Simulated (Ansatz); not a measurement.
**Energy of Ru along an even scaling of the cell**

System: Ru (Fm-3m, 1 atom in the cell).
Method: DFT PBE, scalar-relativistic, plane waves, PAW, no spin polarisation (Ansatz 0.2.0).

The 5 runs differ only in the geometry, by an even scaling of the cell at fixed fractional positions. The structure derives from an entry of the Crystallography Open Database.

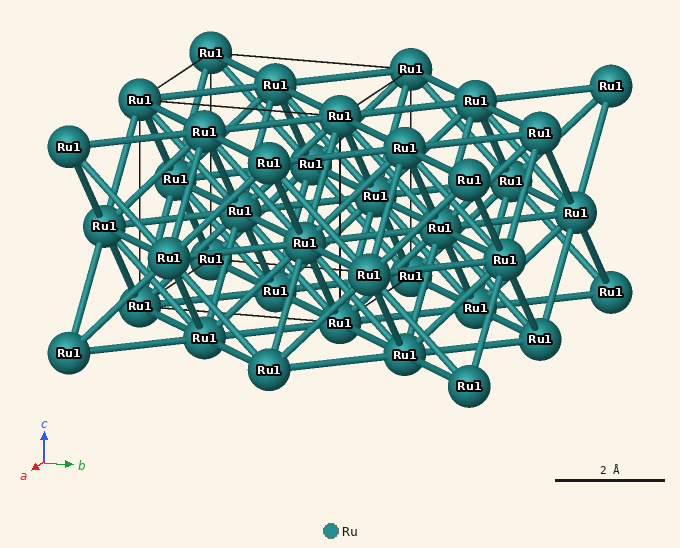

Figure 1. The structure of run 3 (ball-and-stick view of the cell 4 times as large as that of the calculation, set on its symmetry axes, repeated 2 × 2 × 1, seen slightly off an axis; atoms are numbered from 1 in the order of the input).

**Input of run 3**
```yaml
crystal:
  lattice:
    - [0.0, 1.9542575, 1.9542575]
    - [1.9542575, 0.0, 1.9542575]
    - [1.9542575, 1.9542575, 0.0]
  atoms:
    - { symbol: Ru, position: [0.0, 0.0, 0.0] }
basis:
  ecutwfc: 420
kpoints:
  mp_grid: { grid: [18, 18, 18] }
hamiltonian:
  xc: pbe
scf:
  occupations: { method: gaussian, width: 0.1 }
output:
  forces: true
  stress: true
  eigenvalues: true
```

Command:
```bash
ansatz run input.yaml --threads 1 --pin off --max-ram 1331MiB --backend cpu --events-out ev --progress --plain --runs-dir out
```

Run 4 differs from it as follows:
```diff
-    - [0.0, 1.9542575, 1.9542575]
-    - [1.9542575, 0.0, 1.9542575]
-    - [1.9542575, 1.9542575, 0.0]
+    - [0.0, 1.99135105, 1.99135105]
+    - [1.99135105, 0.0, 1.99135105]
+    - [1.99135105, 1.99135105, 0.0]
```

**Results, with one run withheld**

| run | volume per atom (Å³) | free energy per atom, from the lowest run given (meV) | pressure (GPa) |
| --- | --- | --- | --- |
| 1 | 14.011 | 0.00 | −3.87 |
| 2 | 14.714 | 45.72 | −16.33 |
| 3 | 14.927 | 69.47 | −19.40 |
| 4 | 15.793 | ? | ? |
| 5 | 15.891 | 221.18 | −30.22 |

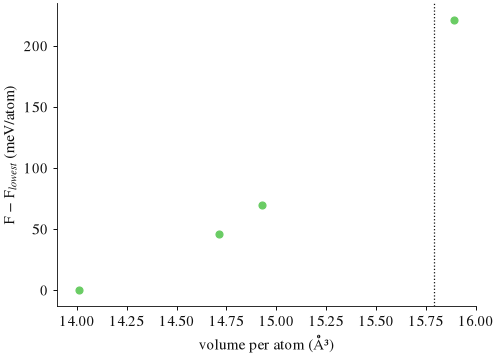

Figure 2. Free energy per atom of the runs given; the dotted line marks run 4.

Estimate the energy of run 4 from the others.

A quadratic polynomial in V^(−2/3) (the Birch–Murnaghan form), fitted to the 4 runs given, misses them by at most 0.09 meV per atom. With x = V^(−2/3) − 0.16544 Å⁻², it reads F = 61.611 − 15407 x + 9.2147e+05 x² (meV per atom). At run 4 it gives 202.79 meV per atom, and the run itself gives 202.93. The slope of the fit gives a pressure −dF/dV of −29.58 GPa there, and the run prints −29.32 GPa. The two needn't agree exactly: the fit is approximate, and the printed stress is taken on a finite basis. The fit has no minimum inside this range.

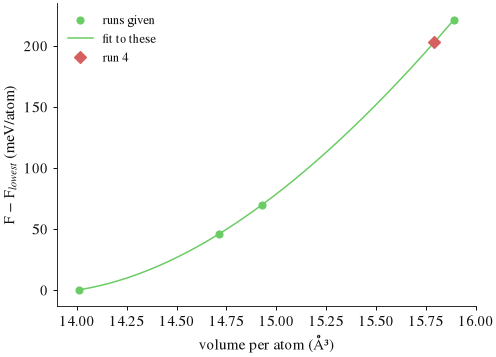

Figure 3. The fit and the withheld run.

**Output, shortened to warnings, some set-up lines, iterations and results (run 4)**
```
Basis set: ecut = 420 eV, 331 PW (Γ), exchange–correlation on 40×40×40 points (8 copies of the dense FFT grid, shifted against one another)
Symmetry: 48 space group operations
k-points: 195 of 5832
Initial density: superposition of atomic densities (neutral atoms: chi_scale 0, normalization atom), corrected by the library's trained network
[...]
SCF iter   1: F=—  HF=-5878.374851 eV  |F-HF|=—  |Δ(HF+E_count)|=         —  Δρ=6.02e-3  dr2=1.23e-3  ethr=1.77e-3  ⟨swp⟩=5.0  Hψ=13030  notcnv=0
SCF iter   2: F=—  HF=-5878.374601 eV  |F-HF|=—  |Δ(HF+E_count)|=   2.50e-4  Δρ=3.34e-3  dr2=4.18e-4  ethr=7.68e-6  ⟨swp⟩=2.1  Hψ=5121  notcnv=0
SCF iter   3: F=—  HF=-5878.374736 eV  |F-HF|=—  |Δ(HF+E_count)|=   1.34e-4  Δρ=7.14e-4  dr2=7.96e-5  ethr=2.61e-6  ⟨swp⟩=2.5  Hψ=3608  notcnv=0
SCF iter   4: F=—  HF=-5878.374710 eV  |F-HF|=—  |Δ(HF+E_count)|=   2.53e-5  Δρ=2.02e-4  dr2=1.24e-6  ethr=4.98e-7  ⟨swp⟩=2.5  Hψ=3431  notcnv=0
SCF iter   5: F=—  HF=-5878.374710 eV  |F-HF|=—  |Δ(HF+E_count)|=   2.45e-7  Δρ=3.47e-5  dr2=1.50e-7  ethr=7.77e-9  ⟨swp⟩=2.2  Hψ=2824  notcnv=0
SCF iter   6: F=-5878.374710 eV  HF=-5878.374710 eV  |F-HF|=1.87e-9  |Δ(HF+E_count)|=   2.41e-8  Δρ=5.92e-6  dr2=4.10e-9  ethr=6.25e-10  ⟨swp⟩=4.3  Hψ=7265  notcnv=0
SCF 1 converged in 6 iterations: F = -5878.374710 eV  dr2 = 4.10e-9
SCF converged after 6 iterations
Free energy (F): -5878.374710 eV
Harris-Foulkes:  -5878.374710 eV  (|F-HF|=1.87e-9)
Internal energy: -5878.368214 eV  (E = F + TS)
E sigma→0 (E₀):  -5878.371462 eV
Entropy (-TS):   -0.006496 eV (-6.496 meV/atom)
Fermi energy:    19.366723 eV
--- Per-component energies (eV) ---
  E_band       = -111.105074
  E_kinetic    = 509.163932
  E_local      = -1413.966563  (includes V_loc(G=0)·N_el)
  E_nonlocal   = 343.058871
  E_hartree    = 454.254668
  E_xc         = -188.511229
  E_vxc        = -236.450812  (∫ρ·V_xc dr)
  E_paw        = -3460.539516  (= ΣΔE_a)
  E_vpaw       = -221.422264  (= ΣTr[D̂ρ^β])
  E_aug_tail   = -0.000155  (compensation charges beyond the density's cutoff)
  E_ewald      = -2121.828223
  E_smearing   = -0.006496  (= −TS)
  E_closure    = -0.000000  (closes the sum)
  Σ components = -5878.374710   (vs F -5878.374710, Δ=0.00e0)
--- Forces (eV/Å), atoms counted from 1 ---
  atom   1  Ru    -0.00000000     0.00000000    -0.00000000
  max |Σ_I F_I| component: 1.19e-31 eV/Å
--- Stress (GPa, compression-positive) ---
      -29.324783       0.000000       0.000000
        0.000000     -29.324783      -0.000000
       -0.000000       0.000000     -29.324783
  P = ⅓ Tr σ = -29.3248 GPa (-293.248 kbar)
```
